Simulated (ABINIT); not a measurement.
**Elastic calculation, with input and output: C (part 2 of 3)**

The same run, continued: C (2 atoms in the cell); Kohn-Sham DFT of a periodic cell, PBE, PseudoDojo NC SR PBE v0.5 standard, no spin polarisation (ABINIT 10.8.3); cutoff 1115.67 eV, 6×6×6 k-mesh, fixed occupations. The structure derives from an entry of the Crystallography Open Database.

Geometry of the input (Å; fractional positions):
```
0.0000  1.7863  1.7863
1.7863  0.0000  1.7863
1.7863  1.7863  0.0000
C  0.7500  0.7500  0.7500
C  0.5000  0.5000  0.5000
```

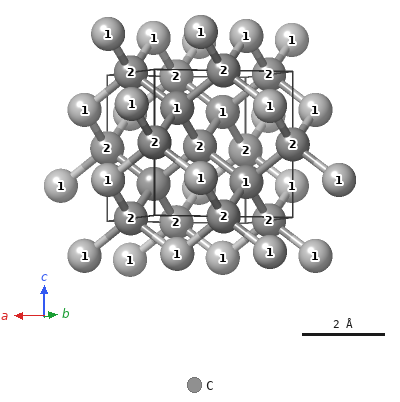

Figure 1. The structure as given in the input (ball-and-stick view of the cell 4 times as large as that of the calculation, set on its symmetry axes, seen at an oblique angle; neighbours outside the cell are drawn fainter; atoms are numbered from 1 in the order of the input).

**What the program printed, continued**
```
 Cartesian components of stress tensor (hartree/bohr^3)
  sigma(1 1)=  2.37198060E-08  sigma(3 2)=  0.00000000E+00
  sigma(2 2)=  2.37198060E-08  sigma(3 1)=  0.00000000E+00
  sigma(3 3)=  2.37198060E-08  sigma(2 1)=  0.00000000E+00

-Cartesian components of stress tensor (GPa)         [Pressure= -6.9786E-04 GPa]
- sigma(1 1)=  6.97860786E-04  sigma(3 2)=  0.00000000E+00
- sigma(2 2)=  6.97860786E-04  sigma(3 1)=  0.00000000E+00
- sigma(3 3)=  6.97860785E-04  sigma(2 1)=  0.00000000E+00

================================================================================
== DATASET  2 ==================================================================

--- !DatasetInfo
iteration_state: {dtset: 2, }
dimensions: {natom: 2, nkpt: 432, mband: 4, nsppol: 1, nspinor: 1, nspden: 1, mpw: 975, }
cutoff_energies: {ecut:  41.0, pawecutdg:  -1.0, }
electrons: {nelect:   8.00000000E+00, charge:   0.00000000E+00, occopt:   1.00000000E+00, tsmear:   1.00000000E-02, }
meta: {optdriver: 1, rfelfd: 2, }
...

 mkfilename : getwfk/=0, take file _WFK from output of DATASET   1.

 Exchange-correlation functional for the present dataset will be:
  GGA: Perdew-Burke-Ernzerhof functional - ixc=11
  J.P.Perdew, K.Burke, M.Ernzerhof, PRL 77, 3865 (1996)

 Real(R)+Recip(G) space primitive vectors, cartesian coordinates (Bohr,Bohr^-1):
 R(1)=  0.0000000  3.3756032  3.3756032  G(1)= -0.1481217  0.1481217  0.1481217
 R(2)=  3.3756032  0.0000000  3.3756032  G(2)=  0.1481217 -0.1481217  0.1481217
 R(3)=  3.3756032  3.3756032  0.0000000  G(3)=  0.1481217  0.1481217 -0.1481217
 Unit cell volume ucvol=  7.6927953E+01 bohr^3
 Angles (23,13,12)=  6.00000000E+01  6.00000000E+01  6.00000000E+01 degrees
 setup1 : take into account q-point for computing boxcut.

 getcut: wavevector=  0.0000  0.0000  0.0000  ngfft=  30  30  30
         ecut(hartree)=     41.000   => boxcut(ratio)=   2.18263
--------------------------------------------------------------------------------

 ==>  initialize data related to q vector <==

 The list of irreducible perturbations for this q vector is:
    1)    idir= 1    ipert=   3
    2)    idir= 2    ipert=   3
    3)    idir= 3    ipert=   3

================================================================================

--------------------------------------------------------------------------------
 Perturbation wavevector (in red.coord.)   0.000000  0.000000  0.000000
 Perturbation : derivative vs k along direction   1
 The set of symmetries contains only one element for this perturbation.
 symkpt : not enough symmetry to change the number of k points.

--------------------------------------------------------------------------------

--------------------------------------------------------------------------------

 Initialisation of the first-order wave-functions :
  ireadwf=   0

--- !BeginCycle
iteration_state: {dtset: 2, }
solver: {iscf: -3, nstep: 80, nline: 4, wfoptalg: 0, }
tolerances: {tolwfr: 1.00E-18, }
...

     iter   2DEtotal(Ha)        deltaE(Ha) residm    vres2
-ETOT  1  -21.050682261946     -2.105E+01 4.133E+00 0.000E+00
 ETOT  2  -21.104078047213     -5.340E-02 6.622E-03 0.000E+00
 ETOT  3  -21.104447013904     -3.690E-04 3.144E-04 0.000E+00
 ETOT  4  -21.104451754519     -4.741E-06 2.503E-06 0.000E+00
 ETOT  5  -21.104451835808     -8.129E-08 1.397E-07 0.000E+00
 ETOT  6  -21.104451837409     -1.601E-09 1.354E-09 0.000E+00
 ETOT  7  -21.104451837443     -3.383E-11 6.983E-11 0.000E+00
 ETOT  8  -21.104451837444     -6.217E-13 8.605E-13 0.000E+00
 ETOT  9  -21.104451837444     -6.395E-14 3.611E-14 0.000E+00
 ETOT 10  -21.104451837444     -7.105E-15 5.567E-16 0.000E+00
 ETOT 11  -21.104451837444     -2.132E-14 1.952E-17 0.000E+00
 ETOT 12  -21.104451837444     -1.776E-14 9.988E-19 0.000E+00

 At SCF step   12   max residual=  9.99E-19 < tolwfr=  1.00E-18 =>converged.
================================================================================

 ----iterations are completed or convergence reached----

 Mean square residual over all n,k,spin=   53.941E-20; max=  99.879E-20
 dfpt_looppert : ek2=    4.1575568493E+01
          f-sum rule ratio=    1.0013300245E+00 (note : ecutsm/=0)
 Expectation of eigenvalue derivatives (hartree) for nkpt= 432  k points:
  (in case of degenerate eigenvalues, averaged derivative)
 kpt#   1, nband=  4, wtk=  0.00231, kpt= -0.0833 -0.1667  0.0000 (reduced coord)
  -0.05612   -0.32115    0.36719    0.34508
 prteigrs : prtvol=0 or 1, do not print more k-points.

 2DEtotal=   -0.2110445184E+02 Ha. Also 2DEtotal=   -0.574281390458E+03 eV
    (  non-var. 2DEtotal :   -2.1104451836E+01 Ha)

--------------------------------------------------------------------------------
 Perturbation wavevector (in red.coord.)   0.000000  0.000000  0.000000
 Perturbation : derivative vs k along direction   2
 The set of symmetries contains only one element for this perturbation.
 symkpt : not enough symmetry to change the number of k points.

--------------------------------------------------------------------------------

--------------------------------------------------------------------------------

 Initialisation of the first-order wave-functions :
  ireadwf=   0

--- !BeginCycle
iteration_state: {dtset: 2, }
solver: {iscf: -3, nstep: 80, nline: 4, wfoptalg: 0, }
tolerances: {tolwfr: 1.00E-18, }
...

     iter   2DEtotal(Ha)        deltaE(Ha) residm    vres2
-ETOT  1  -21.050682261475     -2.105E+01 4.133E+00 0.000E+00
 ETOT  2  -21.104078046744     -5.340E-02 6.622E-03 0.000E+00
 ETOT  3  -21.104447013434     -3.690E-04 3.144E-04 0.000E+00
 ETOT  4  -21.104451754049     -4.741E-06 2.503E-06 0.000E+00
 ETOT  5  -21.104451835339     -8.129E-08 1.397E-07 0.000E+00
 ETOT  6  -21.104451836939     -1.601E-09 1.354E-09 0.000E+00
 ETOT  7  -21.104451836973     -3.405E-11 6.983E-11 0.000E+00
 ETOT  8  -21.104451836974     -6.359E-13 8.605E-13 0.000E+00
 ETOT  9  -21.104451836974      8.527E-14 3.611E-14 0.000E+00
 ETOT 10  -21.104451836974     -6.750E-14 5.567E-16 0.000E+00
 ETOT 11  -21.104451836974      4.619E-14 1.952E-17 0.000E+00
 ETOT 12  -21.104451836974     -4.619E-14 9.988E-19 0.000E+00

 At SCF step   12   max residual=  9.99E-19 < tolwfr=  1.00E-18 =>converged.
================================================================================

 ----iterations are completed or convergence reached----

 Mean square residual over all n,k,spin=   53.924E-20; max=  99.879E-20
 dfpt_looppert : ek2=    4.1575568493E+01
          f-sum rule ratio=    1.0013300245E+00 (note : ecutsm/=0)
 Expectation of eigenvalue derivatives (hartree) for nkpt= 432  k points:
  (in case of degenerate eigenvalues, averaged derivative)
 kpt#   1, nband=  4, wtk=  0.00231, kpt= -0.0833 -0.1667  0.0000 (reduced coord)
  -0.27980    1.10687    0.34975    0.22684
 prteigrs : prtvol=0 or 1, do not print more k-points.

 2DEtotal=   -0.2110445184E+02 Ha. Also 2DEtotal=   -0.574281390446E+03 eV
    (  non-var. 2DEtotal :   -2.1104451836E+01 Ha)

--------------------------------------------------------------------------------
 Perturbation wavevector (in red.coord.)   0.000000  0.000000  0.000000
 Perturbation : derivative vs k along direction   3
 The set of symmetries contains only one element for this perturbation.
 symkpt : not enough symmetry to change the number of k points.

--------------------------------------------------------------------------------

--------------------------------------------------------------------------------

 Initialisation of the first-order wave-functions :
  ireadwf=   0

--- !BeginCycle
iteration_state: {dtset: 2, }
solver: {iscf: -3, nstep: 80, nline: 4, wfoptalg: 0, }
tolerances: {tolwfr: 1.00E-18, }
...

     iter   2DEtotal(Ha)        deltaE(Ha) residm    vres2
-ETOT  1  -21.050682261005     -2.105E+01 4.133E+00 0.000E+00
 ETOT  2  -21.104078046274     -5.340E-02 6.622E-03 0.000E+00
 ETOT  3  -21.104447012964     -3.690E-04 3.144E-04 0.000E+00
 ETOT  4  -21.104451753579     -4.741E-06 2.503E-06 0.000E+00
 ETOT  5  -21.104451834869     -8.129E-08 1.397E-07 0.000E+00
 ETOT  6  -21.104451836470     -1.601E-09 1.354E-09 0.000E+00
 ETOT  7  -21.104451836503     -3.380E-11 6.983E-11 0.000E+00
 ETOT  8  -21.104451836504     -8.136E-13 8.605E-13 0.000E+00
 ETOT  9  -21.104451836504     -1.776E-14 3.611E-14 0.000E+00
 ETOT 10  -21.104451836504     -3.553E-15 5.567E-16 0.000E+00
 ETOT 11  -21.104451836504     -7.105E-15 1.952E-17 0.000E+00
 ETOT 12  -21.104451836504      3.908E-14 9.988E-19 0.000E+00

 At SCF step   12   max residual=  9.99E-19 < tolwfr=  1.00E-18 =>converged.
================================================================================

 ----iterations are completed or convergence reached----

 Mean square residual over all n,k,spin=   53.944E-20; max=  99.879E-20
 dfpt_looppert : ek2=    4.1575568493E+01
          f-sum rule ratio=    1.0013300245E+00 (note : ecutsm/=0)
 Expectation of eigenvalue derivatives (hartree) for nkpt= 432  k points:
  (in case of degenerate eigenvalues, averaged derivative)
 kpt#   1, nband=  4, wtk=  0.00231, kpt= -0.0833 -0.1667  0.0000 (reduced coord)
   0.16796   -0.39286   -0.35847   -0.28596
 prteigrs : prtvol=0 or 1, do not print more k-points.

 2DEtotal=   -0.2110445184E+02 Ha. Also 2DEtotal=   -0.574281390433E+03 eV
    (  non-var. 2DEtotal :   -2.1104451835E+01 Ha)
================================================================================

 ---- first-order wavefunction calculations are completed ----

 Total localisation tensor (bohr^2) in cartesian coordinates
  WARNING : still subject to testing - especially symmetries.
      direction              matrix element
   alpha     beta       real part   imaginary part
     1        1       1.2869731891   -0.0000000000
     1        2       0.6434865946   -0.0000000000
     1        3       0.6434865946    0.0000000000
     2        1       0.6434865946   -0.0000000000
     2        2       1.2869731891   -0.0000000000
     2        3       0.6434865946   -0.0000000000
     3        1       0.6434865946    0.0000000000
     3        2       0.6434865946   -0.0000000000
     3        3       1.2869731891   -0.0000000000

 respfn : d/dk was computed, but no 2DTE, so no DDB output.

================================================================================
== DATASET  3 ==================================================================

--- !DatasetInfo
iteration_state: {dtset: 3, }
dimensions: {natom: 2, nkpt: 432, mband: 4, nsppol: 1, nspinor: 1, nspden: 1, mpw: 975, }
cutoff_energies: {ecut:  41.0, pawecutdg:  -1.0, }
electrons: {nelect:   8.00000000E+00, charge:   0.00000000E+00, occopt:   1.00000000E+00, tsmear:   1.00000000E-02, }
meta: {optdriver: 1, rfelfd: 3, rfphon: 1, rfstrs: 3, }
...

 mkfilename : getwfk/=0, take file _WFK from output of DATASET   1.

 mkfilename : getddk/=0, take file _1WF from output of DATASET   2.

 Exchange-correlation functional for the present dataset will be:
  GGA: Perdew-Burke-Ernzerhof functional - ixc=11
  J.P.Perdew, K.Burke, M.Ernzerhof, PRL 77, 3865 (1996)

 Real(R)+Recip(G) space primitive vectors, cartesian coordinates (Bohr,Bohr^-1):
 R(1)=  0.0000000  3.3756032  3.3756032  G(1)= -0.1481217  0.1481217  0.1481217
 R(2)=  3.3756032  0.0000000  3.3756032  G(2)=  0.1481217 -0.1481217  0.1481217
 R(3)=  3.3756032  3.3756032  0.0000000  G(3)=  0.1481217  0.1481217 -0.1481217
 Unit cell volume ucvol=  7.6927953E+01 bohr^3
 Angles (23,13,12)=  6.00000000E+01  6.00000000E+01  6.00000000E+01 degrees
 setup1 : take into account q-point for computing boxcut.

 getcut: wavevector=  0.0000  0.0000  0.0000  ngfft=  30  30  30
         ecut(hartree)=     41.000   => boxcut(ratio)=   2.18263
--------------------------------------------------------------------------------

 symkchk : k-point set has full space-group symmetry.

 ==>  initialize data related to q vector <==

 The list of irreducible perturbations for this q vector is:
    1)    idir= 1    ipert=   1
    2)    idir= 1    ipert=   4
    3)    idir= 1    ipert=   5
    4)    idir= 2    ipert=   5
    5)    idir= 3    ipert=   5
    6)    idir= 1    ipert=   6
    7)    idir= 2    ipert=   6
    8)    idir= 3    ipert=   6

================================================================================

 The perturbation idir=   2  ipert=   1 is
 symmetric of a previously calculated perturbation.
 So, its SCF calculation is not needed.

 The perturbation idir=   3  ipert=   1 is
 symmetric of a previously calculated perturbation.
 So, its SCF calculation is not needed.

 The perturbation idir=   1  ipert=   2 is
 symmetric of a previously calculated perturbation.
 So, its SCF calculation is not needed.

 The perturbation idir=   2  ipert=   2 is
 symmetric of a previously calculated perturbation.
 So, its SCF calculation is not needed.

 The perturbation idir=   3  ipert=   2 is
 symmetric of a previously calculated perturbation.
 So, its SCF calculation is not needed.

 The perturbation idir=   2  ipert=   4 is
 symmetric of a previously calculated perturbation.
 So, its SCF calculation is not needed.

 The perturbation idir=   3  ipert=   4 is
 symmetric of a previously calculated perturbation.
 So, its SCF calculation is not needed.

--------------------------------------------------------------------------------
 Perturbation wavevector (in red.coord.)   0.000000  0.000000  0.000000
 Perturbation : displacement of atom   1   along direction   1
 Found     2 symmetries that leave the perturbation invariant.
 symkpt : the number of k-points, thanks to the symmetries,
 is reduced to   234 .

--------------------------------------------------------------------------------

--------------------------------------------------------------------------------

 Initialisation of the first-order wave-functions :
  ireadwf=   0

--- !BeginCycle
iteration_state: {dtset: 3, }
solver: {iscf: 7, nstep: 80, nline: 4, wfoptalg: 0, }
tolerances: {tolvrs: 1.00E-08, }
...

     iter   2DEtotal(Ha)        deltaE(Ha) residm    vres2
-ETOT  1   9.4338733632995     -3.613E+02 1.716E+00 1.067E+03
 ETOT  2   8.6229698685795     -8.109E-01 5.683E-02 9.995E+00
 ETOT  3   8.6172430563491     -5.727E-03 2.271E-04 4.054E-01
 ETOT  4   8.6171436518928     -9.940E-05 7.415E-06 2.459E-03
 ETOT  5   8.6171430663783     -5.855E-07 1.685E-07 6.359E-05
 ETOT  6   8.6171430572739     -9.104E-09 7.544E-09 4.871E-05
 ETOT  7   8.6171430326963     -2.458E-08 3.713E-10 6.074E-08
 ETOT  8   8.6171430326665     -2.979E-11 6.643E-12 4.618E-10

 At SCF step    8       vres2   =  4.62E-10 < tolvrs=  1.00E-08 =>converged.
-open ddk wf file :runo_DS2_1WF7
-open ddk wf file :runo_DS2_1WF8
-open ddk wf file :runo_DS2_1WF9
================================================================================

 ----iterations are completed or convergence reached----

 Mean square residual over all n,k,spin=   11.691E-14; max=  66.431E-13

 2DEtotal=    0.8617143033E+01 Ha. Also 2DEtotal=    0.234484407399E+03 eV
    (2DErelax=   -3.6208450803E+02 Ha. 2DEnonrelax=    3.7070165106E+02 Ha)
    (  non-var. 2DEtotal :    8.6171448452E+00 Ha)
```
